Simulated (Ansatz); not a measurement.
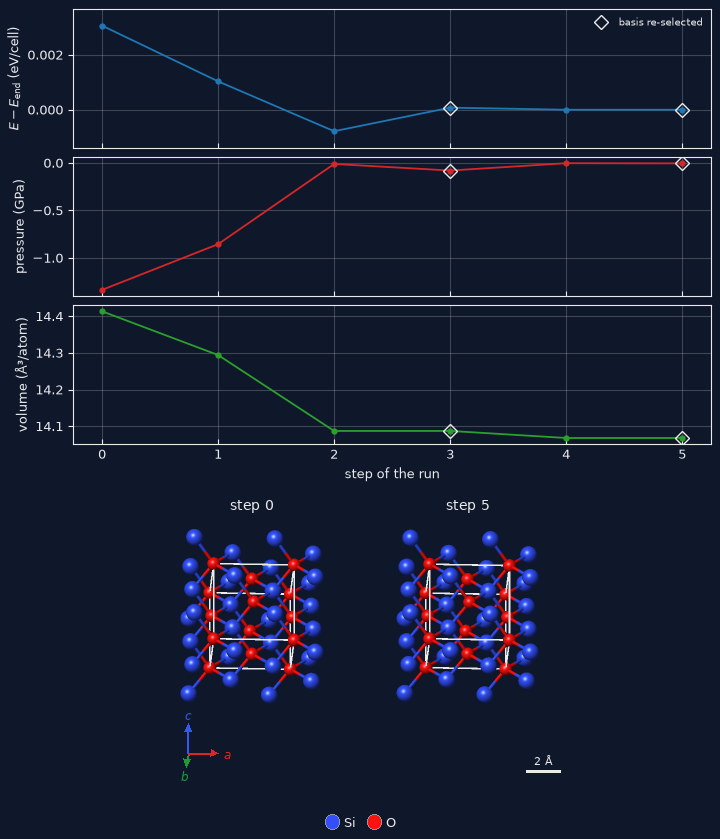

First and last geometry of a relaxation of a crystal of SiO (a generated structure, set up in F-43m), with the history of the run. The picture is a ball-and-stick view of the conventional cell (4 times the calculation's cell), seen from a free direction. Lengths and directions refer to the drawn axes.

The run lets cell and atoms move.

These are results of Ansatz 0.2.0, Kohn-Sham DFT of a periodic cell, HSE03, Ansatz PAW, not measurements.

The input:
```yaml
crystal:
  lattice:
    - [0.0, 2.43364, 2.43364]
    - [2.43364, 0.0, 2.43364]
    - [2.43364, 2.43364, 0.0]
  atoms:
    - { symbol: Si, position: [0.75, 0.75, 0.75] }
    - { symbol: O, position: [0.0, 0.0, 0.0] }
hamiltonian:
  xc: { exchange: pbe, correlation: pbe, exx: { coeff: 0.25, omega: 0.3 } }
  pseudopotentials: { kind: paw }
kpoints:
  mp_grid: { grid: [5, 5, 5] }
scf:
  occupations: { method: fermi_dirac, width: 0.05 }
output:
  forces: true
  stress: true
  eigenvalues: true
relax:
  f_tol: 0.01
  max_steps: 40
  cell: { stress_tol: 0.05 }
```

Q: What do the curves and the structures tell?

A: It converged. No atom moves by more than 0.005 Å relative to the cell. The drawn cell changes as follows: a = b = c 4.867 → 4.828 Å (−0.8 %); the volume changes by −2.4 %. Near-neighbour distances that change, for instance: O–Si 2.108 → 2.091 Å. The space group stays F-43m (No. 216). The energy falls by 3.1 meV per cell of the calculation in 3 accepted moves (5 points after the start). All forces vanish by symmetry, so only the cell relaxes. The pressure goes from −1.34 to 0.00 GPa. At 2 points the geometry stayed and the basis and grid were re-selected for the new cell (energy shift of 0.9 meV per cell of the calculation at most each time).
